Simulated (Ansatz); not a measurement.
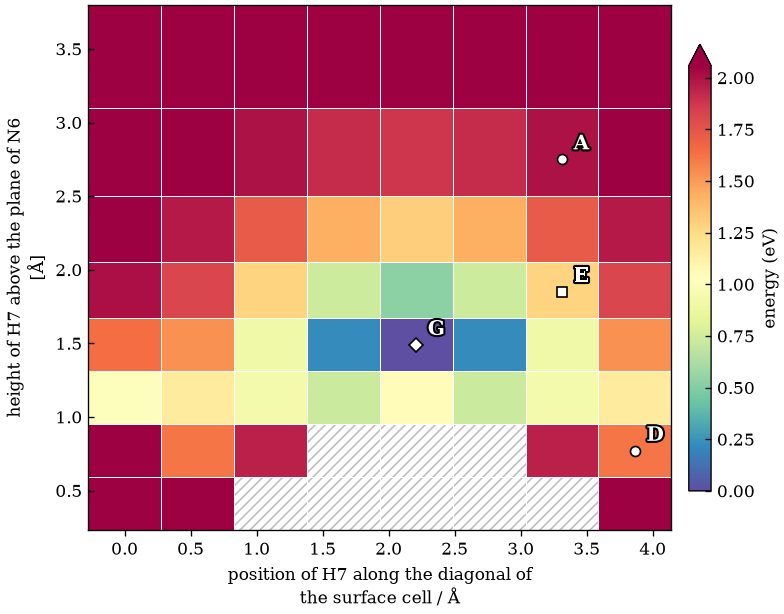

H on a TaN(100) slab cut from the Fm-3m phase, its upper half relaxed before the scan (6 atoms of substrate and one adsorbate in a 1 × 1 cell). H is moved along a line over the surface and along the normal, above a rigid substrate. First axis: position of H7 along the diagonal of the surface cell, from above N6. Second axis: height of H7 above the plane of N6. The grid has 8 × 8 points; 35 points were computed and 21 follow by symmetry. At 8 points there is no value (left out of the scan, as a rule where atoms come close). Points are written as (first, second). Energies are in eV, from the lowest grid point. These are results of Ansatz, DFT PBE, scalar-relativistic, plane waves, PAW, not measurements. Settings: cutoff 420 eV, k-mesh 9×9×1, gaussian smearing 0.1 eV, spin-polarised.

The picture shows one coloured cell a grid point, one colour for all values above the top of the scale, hatched blanks where no value was computed, lettered points.

**Rank the lettered points by energy, lowest first.**

G (0.00 eV), E (1.28 eV), D (1.62 eV), A (2.00 eV).

PAW datasets: the set soft_1.
